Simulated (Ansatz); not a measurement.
**ZnS: geometry relaxation (part 1 of 2)**

The run: geometry relaxation of ZnS (P6₃mc, 12 atoms in the cell). Method and program: DFT PBE, scalar-relativistic, plane waves, PAW, no spin polarisation (Ansatz 0.2.0).

The structure derives from a Materials Project entry. Figures and captions count atoms from 1; the log counts them from 0 in places.

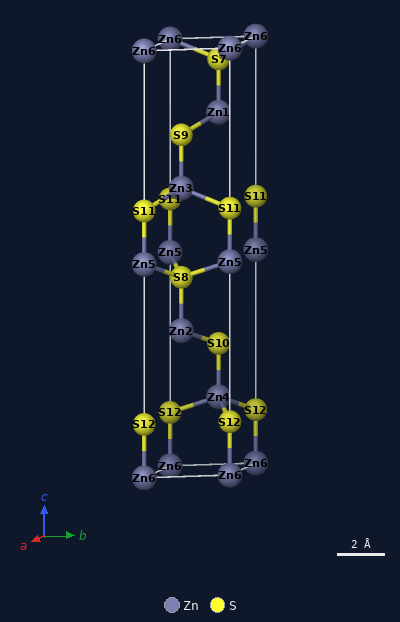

*The starting structure (ball-and-stick view of the cell of the calculation, seen slightly off an axis; atoms are numbered from 1 in the order of the input). An atom can appear more than once, as a periodic image.*

The input:
```yaml
crystal:
  lattice:
    - [3.8079618786, 0.0, 0.0]
    - [-1.9039809393, 3.2977917235, 0.0]
    - [0.0, 0.0, 18.67874373]
  atoms:
    - { symbol: Zn, position: [0.33333333, 0.66666667, 0.83326482] }
    - { symbol: Zn, position: [0.66666667, 0.33333333, 0.33326482] }
    - { symbol: Zn, position: [0.66666667, 0.33333333, 0.66686373] }
    - { symbol: Zn, position: [0.33333333, 0.66666667, 0.16686373] }
    - { symbol: Zn, position: [0.0, 0.0, 0.49994121] }
    - { symbol: Zn, position: [0.0, 0.0, 0.99994121] }
    - { symbol: S, position: [0.33333333, 0.66666667, 0.95811559] }
    - { symbol: S, position: [0.66666667, 0.33333333, 0.45811559] }
    - { symbol: S, position: [0.66666667, 0.33333333, 0.79170821] }
    - { symbol: S, position: [0.33333333, 0.66666667, 0.29170821] }
    - { symbol: S, position: [0.0, 0.0, 0.62510743] }
    - { symbol: S, position: [0.0, 0.0, 0.12510743] }
basis:
  ecutwfc: 420
kpoints:
  mp_grid: { grid: [12, 12, 2] }
hamiltonian:
  xc: pbe
scf:
  occupations: { method: gaussian, width: 0.02 }
output:
  forces: true
  stress: true
  eigenvalues: true
  write_density: true
  write_potential: true
  elf: true
  volumetric_format: npy
relax:
  adjacent_minimum: "off"
  f_tol: 0.005
  max_steps: 80
  cell: { stress_tol: 0.05 }
```

Launched with:
```bash
ansatz run input.yaml --threads 4 --pin off --max-ram 10240MiB --backend cpu --events-out ev --progress --plain --runs-dir out
```

The program's output:
```
Engine: ansatz 0.2.0, aarch64-unknown-linux-gnu
Pseudopotentials: kind: paw
Pseudopotential: Zn, paw, valence charge 12, recommended cutoff 420 eV (normal), Zn.paw.azcp
Pseudopotential: S, paw, valence charge 6, recommended cutoff 420 eV (normal), S.paw.azcp
Functional definition: PBE
  parameter kappa = 0.804
  parameter beta = 0.06672455060314922
  exchange = pbe_x(kappa = kappa, mu = beta*pi^2/3)
  correlation = pbe_c(beta = beta)
Crystal: 12 atoms, lattice volume = 234.565 Å³
Basis set: ecut = 420 eV, 4611 PW (Γ), exchange–correlation on 54×54×250 points (8 copies of the dense FFT grid, shifted against one another)
Bands: 66, of which v1, the nominal top of the filled ones, is band 54 counted from 1 (53 counted from 0)
Symmetry: 12 space group operations
Space group: P63mc (ITA 186), of the structure as read, at distance tolerance 6.2e-5 Å
k-points: 38 of 288
Non-local potential: Zn, projectors of the file, l = 0: 2, l = 1: 2, l = 2: 3, l = 3: 1
Non-local potential: S, projectors of the file, l = 0: 2, l = 1: 2, l = 2: 2
PAW form: soft (Blöchl's): semilocal exchange-correlation on the pseudo side does not see the compensation charge
PAW one-centre angular grid: Zn, 590 points (default); XC on 64 Gauss nodes
PAW one-centre angular grid: S, 110 points (default); XC on 64 Gauss nodes
Initial density: superposition of atomic densities (neutral atoms: chi_scale 0, normalization atom), corrected by the library's trained network
Initial wavefunctions: pseudopotential atomic-orbital guess
Functional: x = pbe(κ = 0.804, μ = 0.2195149727645171), c = pbe(β = 0.06672455060314922)
SCF iter   1: F=—  HF=-25336.341241 eV  |F-HF|=—  |Δ(HF+E_count)|=         —  Δρ=6.53e-4  dr2=2.03e-3  ethr=1.77e-3  ⟨swp⟩=8.8  Hψ=10726  notcnv=0  defer=13
preconditioner: auto → Resta (q_TF=auto, 2.397 Å⁻¹)  ε∞=6.6  [insulator: Δε(μ)=2.167 eV  Ē_g=10.674 eV  σ=0.020 eV  W_gap=1.00  n_scr=68 (ndim 8)  ℏωp=25.2 eV  f_vac=0.029  D(μ)=0.00/eV (n_scr^D=0)  ε∞_Penn≈6.6]
SCF iter   2: F=—  HF=-25336.343250 eV  |F-HF|=—  |Δ(HF+E_count)|=   2.01e-3  Δρ=5.10e-4  dr2=7.31e-4  ethr=1.88e-6  ⟨swp⟩=2.8  Hψ=5917  notcnv=0  defer=155
SCF iter   3: F=—  HF=-25336.343477 eV  |F-HF|=—  |Δ(HF+E_count)|=   2.27e-4  Δρ=3.87e-4  dr2=2.09e-4  ethr=6.77e-7  ⟨swp⟩=2.0  Hψ=4137  notcnv=0  defer=155
SCF iter   4: F=—  HF=-25336.343348 eV  |F-HF|=—  |Δ(HF+E_count)|=   1.29e-4  Δρ=8.34e-5  dr2=1.85e-5  ethr=1.93e-7  ⟨swp⟩=2.0  Hψ=4137  notcnv=0  defer=155
SCF iter   5: F=—  HF=-25336.343141 eV  |F-HF|=—  |Δ(HF+E_count)|=   2.07e-4  Δρ=3.18e-5  dr2=6.09e-6  ethr=1.71e-8  ⟨swp⟩=2.0  Hψ=2994  notcnv=0  defer=155
SCF iter   6: F=—  HF=-25336.343142 eV  |F-HF|=—  |Δ(HF+E_count)|=   9.86e-7  Δρ=1.11e-5  dr2=5.79e-7  ethr=5.64e-9  ⟨swp⟩=2.2  Hψ=3313  notcnv=0  defer=155
SCF iter   7: F=—  HF=-25336.343142 eV  |F-HF|=—  |Δ(HF+E_count)|=   2.79e-7  Δρ=9.72e-6  dr2=1.31e-7  ethr=5.36e-10  ⟨swp⟩=2.0  Hψ=4326  notcnv=0  defer=155
SCF iter   8: F=-25336.343142 eV  HF=-25336.343142 eV  |F-HF|=1.46e-8  |Δ(HF+E_count)|=   6.63e-8  Δρ=1.81e-6  dr2=7.82e-9  ethr=9.26e-11  ⟨swp⟩=15.0  Hψ=18787  notcnv=0
SCF 1 converged in 8 iterations: F = -25336.343142 eV  dr2 = 7.82e-9
  greatest PAW one-centre occupation: 0.983 electrons in one spin orbital (limit 2), on the Zn atom at site 3 (counted from 0), in its partial waves of l = 2
relax step   1: F+E_penalty+E_count = -25336.34314225 eV  Δ(F+E_penalty+E_count) = +0.000e0 eV  max|allowed force component| = 1.065e-2 eV/Å  Δτ_max = 0.0000 Å  P = +2.330 GPa  Ω = 234.565 Å³  (8 SCF iters, dr2 threshold 1.00e-7 eV, accepted)
Crystal: 12 atoms, lattice volume = 238.946 Å³
Basis set: ecut = 420 eV, 4635 PW (Γ), exchange–correlation on 54×54×250 points (8 copies of the dense FFT grid, shifted against one another)
Initial density: handed on by an earlier stage of this run
Initial wavefunctions: those handed on with the density
iter 1 solved again at ethr=1.47e-6 eV; its pass at ethr=3.10e-3 eV (dr2=1.59e-3 eV) is discarded
SCF iter   1: F=—  HF=-25336.385828 eV  |F-HF|=—  |Δ(HF+E_count)|=         —  Δρ=8.42e-4  dr2=1.57e-3  ethr=1.47e-6  ⟨swp⟩=2.5  Hψ=11193  notcnv=0
preconditioner: auto → Resta (q_TF=auto, 2.390 Å⁻¹)  ε∞=6.6  [insulator: Δε(μ)=2.090 eV  Ē_g=10.589 eV  σ=0.020 eV  W_gap=1.00  n_scr=68 (ndim 8)  ℏωp=25.0 eV  f_vac=0.033  D(μ)=0.00/eV (n_scr^D=0)  ε∞_Penn≈6.6]
SCF iter   2: F=—  HF=-25336.385593 eV  |F-HF|=—  |Δ(HF+E_count)|=   2.35e-4  Δρ=4.02e-4  dr2=4.91e-4  ethr=1.45e-6  ⟨swp⟩=2.0  Hψ=4379  notcnv=0
SCF iter   3: F=—  HF=-25336.385417 eV  |F-HF|=—  |Δ(HF+E_count)|=   1.76e-4  Δρ=3.42e-4  dr2=1.57e-4  ethr=4.55e-7  ⟨swp⟩=2.0  Hψ=4320  notcnv=0
SCF iter   4: F=—  HF=-25336.385368 eV  |F-HF|=—  |Δ(HF+E_count)|=   4.90e-5  Δρ=7.57e-5  dr2=1.93e-5  ethr=1.45e-7  ⟨swp⟩=2.0  Hψ=4332  notcnv=0
SCF iter   5: F=—  HF=-25336.385387 eV  |F-HF|=—  |Δ(HF+E_count)|=   1.89e-5  Δρ=2.28e-5  dr2=1.49e-6  ethr=1.78e-8  ⟨swp⟩=2.1  Hψ=4452  notcnv=0
SCF iter   6: F=-25336.385390 eV  HF=-25336.385390 eV  |F-HF|=1.01e-7  |Δ(HF+E_count)|=   3.11e-6  Δρ=5.27e-6  dr2=4.44e-8  ethr=1.11e-9  ⟨swp⟩=11.6  Hψ=19521  notcnv=0
SCF 2 converged in 6 iterations: F = -25336.385390 eV  dr2 = 4.44e-8
relax step   2: F+E_penalty+E_count = -25336.38539006 eV  Δ(F+E_penalty+E_count) = -4.225e-2 eV  max|allowed force component| = 5.329e-3 eV/Å  Δτ_max = 0.0010 Å  P = +0.916 GPa  Ω = 238.946 Å³  energy of the carried Pulay correction = -1.849e-3 eV  (6 SCF iters, dr2 threshold 1.20e-6 eV, accepted)
Crystal: 12 atoms, lattice volume = 241.873 Å³
Basis set: ecut = 420 eV, 4683 PW (Γ), exchange–correlation on 54×54×250 points (8 copies of the dense FFT grid, shifted against one another)
iter 1 solved again at ethr=1.05e-6 eV; its pass at ethr=3.10e-3 eV (dr2=1.13e-3 eV) is discarded
SCF iter   1: F=—  HF=-25336.393160 eV  |F-HF|=—  |Δ(HF+E_count)|=         —  Δρ=5.29e-4  dr2=6.41e-4  ethr=1.05e-6  ⟨swp⟩=2.0  Hψ=10952  notcnv=0
preconditioner: auto → Resta (q_TF=auto, 2.385 Å⁻¹)  ε∞=6.5  [insulator: Δε(μ)=2.037 eV  Ē_g=10.533 eV  σ=0.020 eV  W_gap=1.00  n_scr=68 (ndim 8)  ℏωp=24.8 eV  f_vac=0.035  D(μ)=0.00/eV (n_scr^D=0)  ε∞_Penn≈6.5]
SCF iter   2: F=—  HF=-25336.392874 eV  |F-HF|=—  |Δ(HF+E_count)|=   2.86e-4  Δρ=2.62e-4  dr2=2.07e-4  ethr=5.94e-7  ⟨swp⟩=2.0  Hψ=4253  notcnv=0
SCF iter   3: F=—  HF=-25336.392894 eV  |F-HF|=—  |Δ(HF+E_count)|=   1.94e-5  Δρ=2.04e-4  dr2=5.77e-5  ethr=1.92e-7  ⟨swp⟩=2.0  Hψ=4312  notcnv=0
SCF iter   4: F=—  HF=-25336.392877 eV  |F-HF|=—  |Δ(HF+E_count)|=   1.70e-5  Δρ=4.92e-5  dr2=7.98e-6  ethr=5.34e-8  ⟨swp⟩=2.0  Hψ=4332  notcnv=0
SCF iter   5: F=-25336.392885 eV  HF=-25336.392884 eV  |F-HF|=1.30e-6  |Δ(HF+E_count)|=   7.33e-6  Δρ=1.60e-5  dr2=7.06e-7  ethr=1.11e-9  ⟨swp⟩=8.6  Hψ=19229  notcnv=0
SCF 3 converged in 5 iterations: F = -25336.392885 eV  dr2 = 7.06e-7
  Residual-converged pass: ⟨swp⟩=1.0  Hψ=2661  notcnv=0  max |occ|·‖R‖ = 6.9e-9 eV (tolerance 1.0e-8 eV)  dr2=7.06e-7  dr2_onsite=1.68e-8  max |Δocc| = 0.0e0
  greatest PAW one-centre occupation: 0.984 electrons in one spin orbital (limit 2), on the Zn atom at site 3 (counted from 0), in its partial waves of l = 2
relax step   3: F+E_penalty+E_count = -25336.39288529 eV  Δ(F+E_penalty+E_count) = -7.495e-3 eV  max|allowed force component| = 1.157e-3 eV/Å  Δτ_max = 0.0008 Å  P = +0.046 GPa  Ω = 241.873 Å³  energy of the carried Pulay correction = -3.065e-3 eV  (5 SCF iters, dr2 threshold 1.20e-6 eV, accepted)
Basis set: ecut = 420 eV, 4683 PW (Γ), exchange–correlation on 54×54×256 points (8 copies of the dense FFT grid, shifted against one another)
Initial wavefunctions: pseudopotential atomic-orbital guess (no wavefunctions were taken with the density)
iter 1 solved again at ethr=1.30e-7 eV; its pass at ethr=3.10e-3 eV (dr2=1.40e-4 eV) is discarded
SCF iter   1: F=—  HF=-25336.391739 eV  |F-HF|=—  |Δ(HF+E_count)|=         —  Δρ=2.58e-4  dr2=4.70e-6  ethr=1.30e-7  ⟨swp⟩=3.7  Hψ=18153  notcnv=0  defer=1
preconditioner: auto → Resta (q_TF=auto, 2.385 Å⁻¹)  ε∞=6.5  [insulator: Δε(μ)=2.039 eV  Ē_g=10.533 eV  σ=0.020 eV  W_gap=1.00  n_scr=68 (ndim 8)  ℏωp=24.8 eV  f_vac=0.034  D(μ)=0.00/eV (n_scr^D=0)  ε∞_Penn≈6.5]
SCF iter   2: F=—  HF=-25336.394851 eV  |F-HF|=—  |Δ(HF+E_count)|=   3.11e-3  Δρ=1.45e-4  dr2=6.17e-6  ethr=4.35e-9  ⟨swp⟩=2.0  Hψ=4554  notcnv=0  defer=1
SCF iter   3: F=—  HF=-25336.395737 eV  |F-HF|=—  |Δ(HF+E_count)|=   8.86e-4  Δρ=5.47e-5  dr2=4.13e-7  ethr=4.35e-9  ⟨swp⟩=2.0  Hψ=4233  notcnv=0  defer=1
SCF iter   4: F=—  HF=-25336.395918 eV  |F-HF|=—  |Δ(HF+E_count)|=   1.82e-4  Δρ=4.63e-6  dr2=4.40e-8  ethr=3.82e-10  ⟨swp⟩=2.0  Hψ=4536  notcnv=0  defer=1
SCF iter   5: F=—  HF=-25336.395919 eV  |F-HF|=—  |Δ(HF+E_count)|=   4.80e-7  Δρ=2.17e-6  dr2=1.82e-8  ethr=4.08e-11  ⟨swp⟩=2.0  Hψ=4410  notcnv=0  defer=1
SCF iter   6: F=—  HF=-25336.395919 eV  |F-HF|=—  |Δ(HF+E_count)|=   3.74e-8  Δρ=8.77e-7  dr2=3.06e-9  ethr=1.68e-11  ⟨swp⟩=2.0  Hψ=4418  notcnv=0  defer=1
SCF iter   7: F=—  HF=-25336.395919 eV  |F-HF|=—  |Δ(HF+E_count)|=   1.31e-8  Δρ=5.63e-7  dr2=4.27e-10  ethr=2.83e-12  ⟨swp⟩=2.0  Hψ=4548  notcnv=0  defer=1
SCF iter   8: F=—  HF=-25336.395919 eV  |F-HF|=—  |Δ(HF+E_count)|=   3.43e-9  Δρ=3.50e-7  dr2=8.38e-11  ethr=1.00e-12  ⟨swp⟩=7.1  Hψ=13214  notcnv=0
SCF iter   9: F=-25336.395919 eV  HF=-25336.395919 eV  |F-HF|=2.36e-10  |Δ(HF+E_count)|=   3.58e-9  Δρ=9.31e-8  dr2=7.62e-12  ethr=1.00e-12  ⟨swp⟩=5.7  Hψ=11247  notcnv=0
SCF 4 converged in 9 iterations: F = -25336.395919 eV  dr2 = 7.62e-12
relax step   4: F+E_penalty+E_count = -25336.39591886 eV  Δ(F+E_penalty+E_count) = -3.034e-3 eV  max|allowed force component| = 1.182e-3 eV/Å  Δτ_max = 0.0000 Å  P = +0.046 GPa  Ω = 241.873 Å³  stress off target by 4.89e-2 GPa  SCF on the basis re-selected at this cell (its energy is not comparable with the rows above)  (9 SCF iters)
```

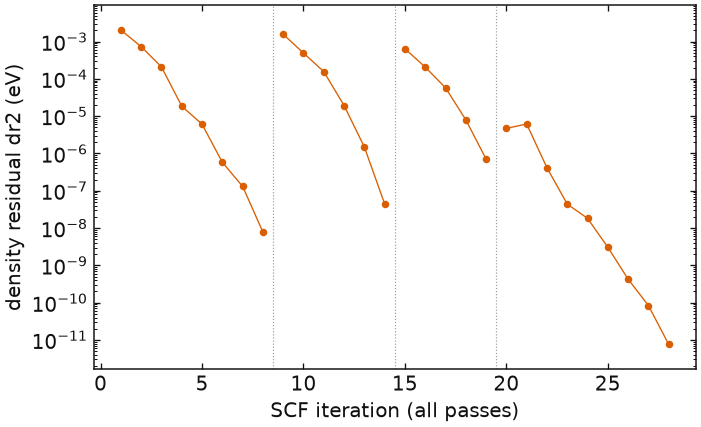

*Convergence of the self-consistent field: density residual dr2 against the SCF iteration. The dotted lines part the SCF passes of the relaxation: geometry steps, rejected trials and re-solves on a re-selected basis.*

The passes take 8, 6, 5 and 9 iterations.

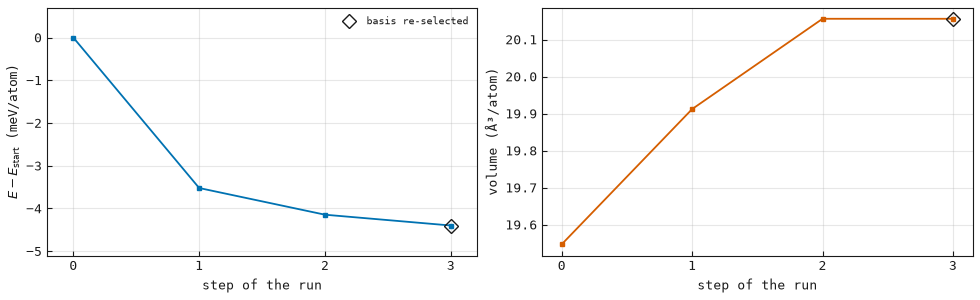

*Progress of the relaxation, step by step (the first geometry is step 0 here and step 1 in the log).*

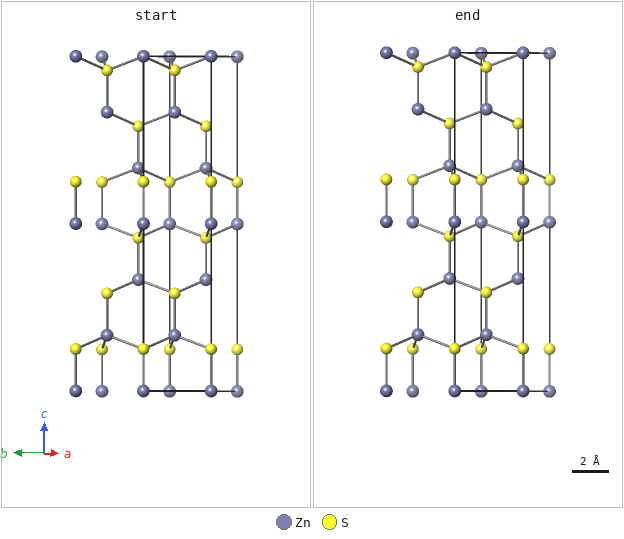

*Before (left) and after (right) the relaxation, at one scale (ball-and-stick view of the cell of the calculation, repeated 1 × 2 × 1, seen at an oblique angle).*

The atoms keep their places relative to the cell (all moves are under 0.005 Å). The volume changes by +3.1 %, with a = b 3.808 → 3.847 Å (+1.0 %), c 18.679 → 18.873 Å (+1.0 %). Distances before and after: Zn1–S7 2.332 → 2.357 Å, Zn5–S11 2.338 → 2.361 Å. The space group stays P6_3mc (No. 186). Over 2 geometry steps the energy falls by 4.1 meV per atom. Largest force component: 0.011 eV/Å at the start, 0.0012 eV/Å at the end. Pressure: 2.33 GPa at the start and 0.05 GPa at the end. A last SCF at the same geometry on a re-selected plane-wave basis shifts the energy by −0.3 meV per atom. (Atoms are counted from 1 in the order of the input.)

```
basis re-selected at this cell: Δ(F+E_penalty+E_count) = -3.034e-3 eV, ΔP = -0.000 GPa vs the last step (what re-selecting the basis moved, of the pressure what is left beyond the Pulay correction that the steps carried, after the strain that the cell walked since its last selection, with what the two solves' SCF thresholds leave and, on support functions, any second-order correction that the steps lacked; it is no measure of the basis error at this ecutwfc). The dense FFT grid was sized anew with the basis: this SCF ran on 27×27×128 points, the steps before it on 27×27×125, so part of this shift can come from that change (see relax.cell in the input reference). This SCF's stress stands 4.89e-2 GPa from its target on what of the cell is left free (relax.cell.stress_tol is 5.00e-2 GPa) and its largest allowed force component is 1.18e-3 eV/Å (relax.f_tol is 5.00e-3 eV/Å): within both
SCF converged after 9 iterations
Free energy (F): -25336.395919 eV
Harris-Foulkes:  -25336.395919 eV  (|F-HF|=2.36e-10)
Internal energy: -25336.395919 eV  (E = F + TS)
E sigma→0 (E₀):  -25336.395919 eV
Fermi energy:    6.535374 eV
```
